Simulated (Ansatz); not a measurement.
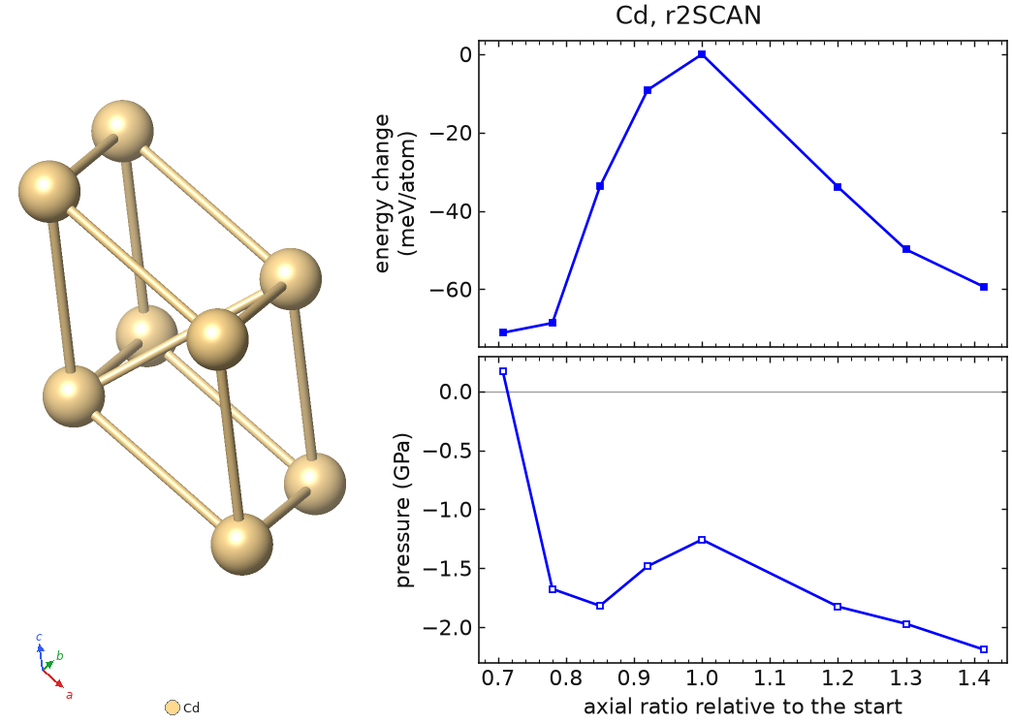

The figure shows the energy change and pressure against relative axial ratio for Cd, space group Im-3m (No. 229). The cell is drawn beside the plot.

Structure:
```
CELL_PARAMETERS angstrom
-1.78432 1.78432 1.78432
1.78432 -1.78432 1.78432
1.78432 1.78432 -1.78432
ATOMIC_POSITIONS crystal
Cd 0.00000 0.00000 0.00000
```

How it was computed, with Ansatz 0.2.0: deformation of a crystal at fixed volume, lengths along the axis scaled against those across it, fractional coordinates fixed, by plane-wave density functional theory with PAW datasets, free energies less that of the undisturbed cell, pressure positive in compression; scalar-relativistic. Level: r2SCAN, no spin polarisation.

wave cutoff 500 eV; k mesh 20×20×20; occupations Gaussian; smearing width 0.15 eV; k shift (0, 0, 0) (mesh steps); start as given; path tetragonal; axis direction (0, 0, 1) (Cartesian unit vector).

### Where does the curve of the energy change have its lowest point?

The lowest computed point is at relative axial ratio 0.707 (−71.09 meV/atom), at the edge of the range, so the minimum may lie beyond it; the curve passes over a maximum at 1.000 (0.00 meV/atom).

### How does the pressure vary with relative axial ratio?

It goes from 0.172 GPa at relative axial ratio 0.707 to −2.188 GPa at 1.414, not monotonically, and changes sign near 0.71.

Limits of the calculation: reference crystal is not relaxed.

The computed values:

```
axial ratio relative to the start  energy change (meV/atom)  pressure (GPa)
                            0.707                    -71.09           0.172
                            0.780                    -68.61          -1.675
                            0.850                    -33.75          -1.818
                            0.920                     -9.13          -1.483
                            1.000                      0.00          -1.257
                            1.200                    -33.86          -1.825
                            1.300                    -49.82          -1.970
                            1.414                    -59.30          -2.188
```
